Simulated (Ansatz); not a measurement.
One cell, run at 7 values of the smearing width.
Os (P6_3/mmc, 2 atoms in the cell); Ansatz 0.2.0, DFT, r2SCAN, plane waves (500 eV) with PAW, scalar-relativistic; 13×13×7 k-mesh, Methfessel–Paxton smearing.
ΔE is the free energy less its value at the smallest setting, 0.01 eV.
Dashed lines or grey bands mark the tolerance: 1 meV/atom.
Values: 1 eV, 0.6 eV, 0.3 eV, 0.2 eV, 0.1 eV, 0.03 eV and 0.01 eV.

**How do the results converge (to 1 meV/atom)?**

The free energy is within 1 meV/atom of the smallest setting's value from 0.3 eV down. It is off by +8.9 meV/atom at 1 eV and +1.8 meV/atom at 0.6 eV.

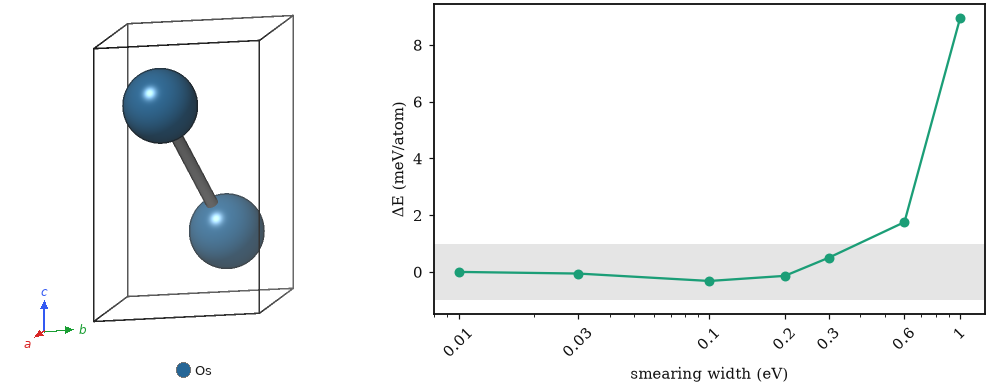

Beside the plot: the structure in its conventional cell.
